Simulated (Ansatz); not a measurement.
**Two runs on Ni**

System: Ni (Pm-3m, 1 atom in the cell).
Method of the first run: DFT, LDA (PW92), plane waves (420 eV) with PAW, scalar-relativistic, spin-polarised (Ansatz 0.2.0).

Text and figures count atoms from 1; the logs count them from 0 in places.

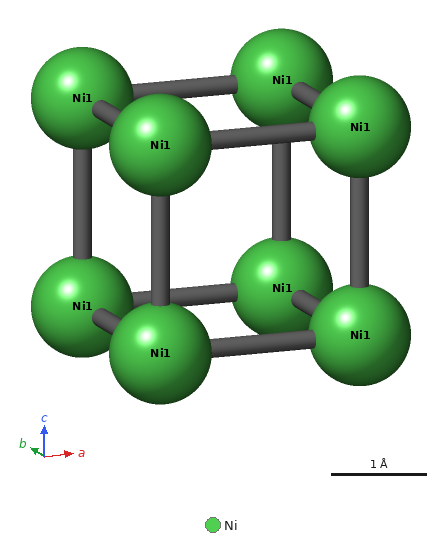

Figure 1. The structure as given in the input (ball-and-stick view of the cell of the calculation, seen slightly off an axis; atoms are numbered from 1 in the order of the input). Near neighbours in the crystal (not all of them lie inside the picture): Ni has 6 Ni at 2.26 Å.

## Input, the first run
```yaml
crystal:
  lattice:
    - [2.2600048197, 0.0, 0.0]
    - [0.0, 2.2600048197, 0.0]
    - [0.0, 0.0, 2.2600048197]
  atoms:
    - { symbol: Ni, position: [0.0, 0.0, 0.0], spin: 0.478 }
hamiltonian:
  xc: lda
  pseudopotentials:
    kind: paw
    azcp:
      Ni: "pseudopotentials/Ni.paw.azcp"
basis:
  ecutwfc: 420
  fft_grid_basis: typed
kpoints:
  mp_grid: { grid: [23, 23, 23], shift: [0, 0, 0] }
magnetization:
  spin_polarized: true
scf:
  occupations: { method: fermi_dirac, width: 0.05 }
```

Hardware: 2 threads of an Arm (aarch64) CPU, shared host.

## Output, shortened to warnings, some set-up lines, iterations and results (the first run)
```
Warning: [file] the record states the generating functional pbe (its physics header spells it `PBE`), which answers neither for hamiltonian.xc's functional nor for the lda family's — results may be inconsistent (PPs are generated against a specific XC)
Basis set: ecut = 420 eV, 251 PW (Γ)
Symmetry: 48 space group operations
k-points: 364 of 12167
Initial density: superposition of atomic densities (chi_scale 0.1, normalization cell)
[...]
SCF iter   1: F=—  HF=-5771.548753 eV  |F-HF|=—  |Δ(HF+E_count)|=         —  Δρ=9.87e-2 (↑2.29e-2 ↓9.87e-2)  dr2=5.72e-1  dr2_m=2.96e-1  M=0.754 μB ∫|m|=0.767 μB  β_m=0.30  …
SCF iter   2: F=—  HF=-5771.498947 eV  |F-HF|=—  |Δ(HF+E_count)|=   4.98e-2  Δρ=4.06e-2 (↑4.06e-2 ↓1.33e-2)  dr2=4.88e-2  dr2_m=7.02e-2  M=0.672 μB ∫|m|=0.686 μB  β_m=0.32  …
SCF iter   3: F=—  HF=-5771.940843 eV  |F-HF|=—  |Δ(HF+E_count)|=   4.42e-1  Δρ=2.07e-2 (↑2.07e-2 ↓7.53e-3)  dr2=1.43e-2  dr2_m=1.85e-2  M=0.643 μB ∫|m|=0.657 μB  β_m=0.49  …
SCF iter   4: F=—  HF=-5772.467861 eV  |F-HF|=—  |Δ(HF+E_count)|=   5.27e-1  Δρ=2.49e-2 (↑7.97e-3 ↓2.49e-2)  dr2=7.30e-2  dr2_m=9.18e-3  M=0.548 μB ∫|m|=0.564 μB  β_m=0.59  …
SCF iter   5: F=—  HF=-5772.565638 eV  |F-HF|=—  |Δ(HF+E_count)|=   9.78e-2  Δρ=8.17e-3 (↑5.60e-3 ↓8.17e-3)  dr2=1.40e-2  dr2_m=2.37e-4  M=0.511 μB ∫|m|=0.528 μB  β_m=0.80  …
SCF iter   6: F=—  HF=-5772.609831 eV  |F-HF|=—  |Δ(HF+E_count)|=   4.42e-2  Δρ=2.37e-3 (↑2.37e-3 ↓8.03e-4)  dr2=6.02e-4  dr2_m=7.04e-5  M=0.461 μB ∫|m|=0.478 μB  β_m=0.74  …
SCF iter   7: F=—  HF=-5772.609584 eV  |F-HF|=—  |Δ(HF+E_count)|=   2.47e-4  Δρ=2.00e-3 (↑7.51e-4 ↓2.00e-3)  dr2=1.40e-4  dr2_m=1.93e-4  M=0.463 μB ∫|m|=0.480 μB  β_m=0.87  …
SCF iter   8: F=—  HF=-5772.609769 eV  |F-HF|=—  |Δ(HF+E_count)|=   1.85e-4  Δρ=3.17e-4 (↑1.74e-4 ↓3.17e-4)  dr2=1.74e-5  dr2_m=6.07e-7  M=0.459 μB ∫|m|=0.476 μB  β_m=0.81  …
SCF iter   9: F=—  HF=-5772.609764 eV  |F-HF|=—  |Δ(HF+E_count)|=   5.05e-6  Δρ=8.27e-5 (↑3.21e-5 ↓8.27e-5)  dr2=1.93e-7  dr2_m=3.39e-7  M=0.459 μB ∫|m|=0.475 μB  β_m=0.88  …
SCF iter  10: F=—  HF=-5772.609764 eV  |F-HF|=—  |Δ(HF+E_count)|=   2.24e-7  Δρ=2.93e-5 (↑1.33e-5 ↓2.93e-5)  dr2=1.94e-8  dr2_m=4.73e-8  M=0.459 μB ∫|m|=0.475 μB  β_m=0.94  …
SCF iter  11: F=—  HF=-5772.609764 eV  |F-HF|=—  |Δ(HF+E_count)|=   2.44e-8  Δρ=1.24e-5 (↑3.21e-6 ↓1.24e-5)  dr2=7.15e-9  dr2_m=6.05e-9  M=0.459 μB ∫|m|=0.475 μB  β_m=0.97  …
SCF iter  12: F=-5772.609764 eV  HF=-5772.609764 eV  |F-HF|=1.38e-10  |Δ(HF+E_count)|=   2.12e-9  Δρ=1.49e-6 (↑2.49e-7 ↓1.49e-6)  dr2=1.81e-10  dr2_m=5.55e-11  M=0.459 μB …
SCF 1 converged in 12 iterations: F = -5772.609764 eV  dr2 = 1.81e-10
SCF converged after 12 iterations
Magnetization: 0.4586 μB (9.2293 up, 8.7707 down)
Absolute magnetization: 0.4755 μB (∫|ρ↑−ρ↓|, with the PAW one-centre terms)
Spin contamination: 0.0014 ħ² per cell (⟨S²⟩ above its minimum at these occupations)
Per-site moments (μB) at R_I (Å): [(0.4632646895895869, 0.93225198812625)]
Free energy (F): -5772.609764 eV
Harris-Foulkes:  -5772.609764 eV  (|F-HF|=1.38e-10)
Internal energy: -5772.594913 eV  (E = F + TS)
E sigma→0 (E₀):  -5772.602339 eV
Entropy (-TS):   -0.014851 eV (-14.851 meV/atom)
Fermi energy:    16.400305 eV
--- Per-component energies (eV) ---
  E_band       = -310.136239
  E_kinetic    = 284.598875
  E_local      = -3644.016559  (includes V_loc(G=0)·N_el)
  E_nonlocal   = 641.257903
  E_hartree    = 1523.130208
  E_xc         = -84.316524
  E_vxc        = -109.146995  (∫ρ·V_xc dr)
  E_paw        = -1565.068023  (= ΣΔE_a)
  E_vpaw       = -529.089172  (= ΣTr[D̂ρ^β])
  E_aug_tail   = 0.000349  (compensation charges beyond the density's cutoff)
  E_ewald      = -2928.615262
  E_core_change = 0.434120  (= ΣΔE_core)
  E_smearing   = -0.014851  (= −TS)
  E_closure    = 0.000000  (closes the sum)
  Σ components = -5772.609764   (vs F -5772.609764, Δ=0.00e0)
```

For the second run the input was changed thus:
```diff
-    - { symbol: Ni, position: [0.0, 0.0, 0.0], spin: 0.478 }
+    - { symbol: Ni, position: [0.0, 0.0, 0.0], spin: 0.463 }
+output:
+  stress: true
```

How does the second run compare with the first run?

The energy is the same within 0.01 meV per atom. The SCF takes 10 iterations against 12.

## Output, shortened to warnings, some set-up lines, iterations and results (the second run)
```
Warning: [file] the record states the generating functional pbe (its physics header spells it `PBE`), which answers neither for hamiltonian.xc's functional nor for the lda family's — results may be inconsistent (PPs are generated against a specific XC)
Basis set: ecut = 420 eV, 251 PW (Γ)
Symmetry: 48 space group operations
k-points: 364 of 12167
Initial density: superposition of atomic densities (chi_scale 0.1, normalization cell)
[...]
SCF iter   1: F=—  HF=-5771.549782 eV  |F-HF|=—  |Δ(HF+E_count)|=         —  Δρ=1.00e-1 (↑2.35e-2 ↓1.00e-1)  dr2=5.72e-1  dr2_m=3.15e-1  M=0.752 μB ∫|m|=0.765 μB  β_m=0.30  …
SCF iter   2: F=—  HF=-5771.501073 eV  |F-HF|=—  |Δ(HF+E_count)|=   4.87e-2  Δρ=4.24e-2 (↑4.24e-2 ↓1.50e-2)  dr2=4.90e-2  dr2_m=8.04e-2  M=0.674 μB ∫|m|=0.688 μB  β_m=0.32  …
SCF iter   3: F=—  HF=-5771.933983 eV  |F-HF|=—  |Δ(HF+E_count)|=   4.33e-1  Δρ=2.24e-2 (↑2.24e-2 ↓7.51e-3)  dr2=1.77e-2  dr2_m=2.09e-2  M=0.641 μB ∫|m|=0.655 μB  β_m=0.51  …
SCF iter   4: F=—  HF=-5772.474270 eV  |F-HF|=—  |Δ(HF+E_count)|=   5.40e-1  Δρ=2.55e-2 (↑8.92e-3 ↓2.55e-2)  dr2=8.05e-2  dr2_m=8.67e-3  M=0.545 μB ∫|m|=0.561 μB  β_m=0.71  …
SCF iter   5: F=—  HF=-5772.593524 eV  |F-HF|=—  |Δ(HF+E_count)|=   1.19e-1  Δρ=8.57e-3 (↑4.37e-3 ↓8.57e-3)  dr2=1.19e-2  dr2_m=5.45e-4  M=0.490 μB ∫|m|=0.507 μB  β_m=0.88  …
SCF iter   6: F=—  HF=-5772.609817 eV  |F-HF|=—  |Δ(HF+E_count)|=   1.63e-2  Δρ=1.94e-3 (↑1.94e-3 ↓2.79e-4)  dr2=2.39e-4  dr2_m=1.00e-4  M=0.462 μB ∫|m|=0.479 μB  β_m=0.78  …
SCF iter   7: F=—  HF=-5772.609555 eV  |F-HF|=—  |Δ(HF+E_count)|=   2.62e-4  Δρ=2.07e-3 (↑3.79e-4 ↓2.07e-3)  dr2=2.63e-4  dr2_m=1.40e-4  M=0.463 μB ∫|m|=0.480 μB  β_m=0.78  …
SCF iter   8: F=—  HF=-5772.609761 eV  |F-HF|=—  |Δ(HF+E_count)|=   2.06e-4  Δρ=2.78e-4 (↑6.33e-5 ↓2.78e-4)  dr2=4.82e-6  dr2_m=2.68e-6  M=0.458 μB ∫|m|=0.475 μB  β_m=0.78  …
SCF iter   9: F=—  HF=-5772.609764 eV  |F-HF|=—  |Δ(HF+E_count)|=   2.76e-6  Δρ=1.21e-5 (↑7.62e-6 ↓1.21e-5)  dr2=2.80e-8  dr2_m=8.35e-10  M=0.459 μB ∫|m|=0.475 μB  β_m=0.83  …
SCF iter  10: F=-5772.609764 eV  HF=-5772.609764 eV  |F-HF|=3.37e-11  |Δ(HF+E_count)|=  3.82e-10  Δρ=9.30e-7 (↑5.23e-7 ↓9.30e-7)  dr2=1.25e-10  dr2_m=2.71e-11  M=0.459 μB …
SCF 1 converged in 10 iterations: F = -5772.609764 eV  dr2 = 1.25e-10
SCF converged after 10 iterations
Magnetization: 0.4586 μB (9.2293 up, 8.7707 down)
Absolute magnetization: 0.4755 μB (∫|ρ↑−ρ↓|, with the PAW one-centre terms)
Spin contamination: 0.0014 ħ² per cell (⟨S²⟩ above its minimum at these occupations)
Per-site moments (μB) at R_I (Å): [(0.4632597526201034, 0.93225198812625)]
Free energy (F): -5772.609764 eV
Harris-Foulkes:  -5772.609764 eV  (|F-HF|=3.37e-11)
Internal energy: -5772.594913 eV  (E = F + TS)
E sigma→0 (E₀):  -5772.602339 eV
Entropy (-TS):   -0.014851 eV (-14.851 meV/atom)
Fermi energy:    16.400308 eV
--- Per-component energies (eV) ---
  E_band       = -310.136152
  E_kinetic    = 284.598907
  E_local      = -3644.016150  (includes V_loc(G=0)·N_el)
  E_nonlocal   = 641.257791
  E_hartree    = 1523.129875
  E_xc         = -84.316543
  E_vxc        = -109.147019  (∫ρ·V_xc dr)
  E_paw        = -1565.068001  (= ΣΔE_a)
  E_vpaw       = -529.088941  (= ΣTr[D̂ρ^β])
  E_aug_tail   = 0.000349  (compensation charges beyond the density's cutoff)
  E_ewald      = -2928.615262
  E_core_change = 0.434120  (= ΣΔE_core)
  E_smearing   = -0.014851  (= −TS)
  E_closure    = -0.000000  (closes the sum)
  Σ components = -5772.609764   (vs F -5772.609764, Δ=0.00e0)
--- Stress (GPa, compression-positive) ---
       -0.032212       0.000000       0.000000
        0.000000      -0.032212       0.000000
        0.000000       0.000000      -0.032212
  P = ⅓ Tr σ = -0.0322 GPa (-0.322 kbar)
```

## The two runs side by side

| quantity | the first run | the second run |
| --- | --- | --- |
| outcome | converged | converged |
| free energy per atom (eV) | −5772.6098 | −5772.6098 |
| energy per atom, smearing taken to zero (eV) | −5772.6023 | −5772.6023 |
| net moment of the cell (μB) | 0.46 | 0.46 |
| absolute moment of the cell (μB) | 0.48 | 0.48 |
| SCF iterations | 12 | 10 |
| irreducible k-points | 364 | 364 |
| plane waves at Γ | 251 | 251 |
| pressure (GPa) | – | −0.03 |
| wall time (shared host) | 6.7 s | 6.9 s |

For both runs: Warnings: the PAW datasets were made with another functional.
